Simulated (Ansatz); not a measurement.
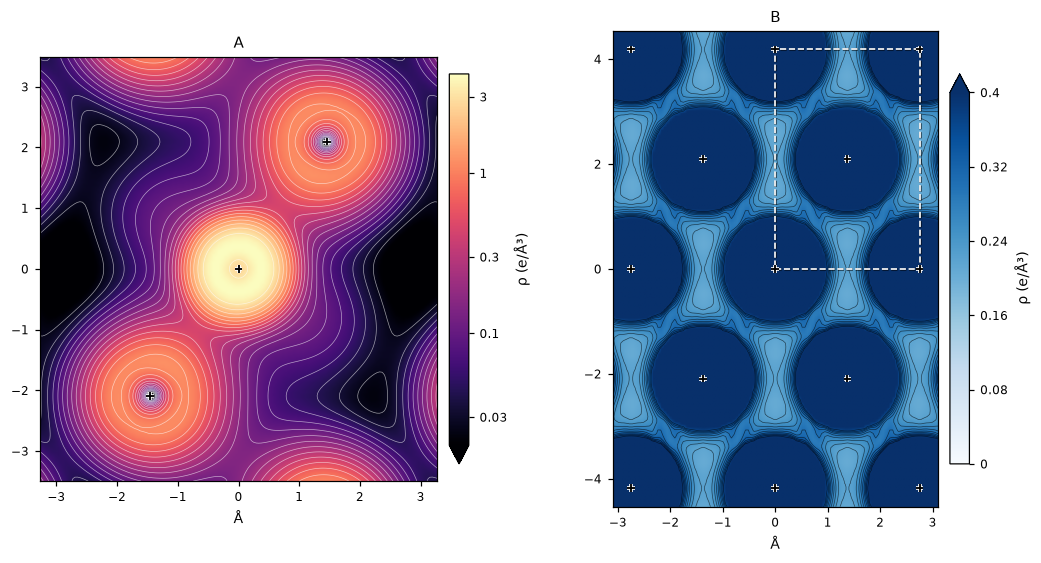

The valence pseudo-density of 2 systems, each on a plane through atoms (crosses mark nuclei in the plane).

Level of theory: DFT PBEsol, scalar-relativistic, plane waves, PAW in Ansatz.

System 1: ZrS₂, the (110) plane of the conventional cell. Space group P-3m1.

System 2: Cu, the (110) plane of the conventional cell. Space group I4/mmm; a structure from a database of computed crystals, not necessarily the ambient phase; changed on purpose from its base cell (strain +0.0250 x Voigt [1, 1, 0, 0, 0, 0], atoms carried along); computed pressure about −8 GPa in this cell; computed without spin polarisation.

```cif
data_structure
_symmetry_space_group_name_H-M 'P 1'
_symmetry_Int_Tables_number 1
_cell_length_a 2.9577
_cell_length_b 2.9577
_cell_length_c 2.7522
_cell_angle_alpha 90.000
_cell_angle_beta 90.000
_cell_angle_gamma 90.000
_cell_volume 24.08
loop_
_atom_site_label
_atom_site_type_symbol
_atom_site_fract_x
_atom_site_fract_y
_atom_site_fract_z
_atom_site_occupancy
Cu1 Cu 0.00000 0.00000 0.00000 1
Cu2 Cu 0.50000 0.50000 0.50000 1
```

**Match each panel to its system.**

Panel A is system 1, ZrS₂: the plane holds Zr and S. Zr–S (2.55 Å): ρ at the midpoint is about 0.44 e/Å³. Panel B is system 2, Cu: the plane holds Cu. Cu–Cu (2.50 Å): the density is about 0.28 e/Å³ at the midpoint.
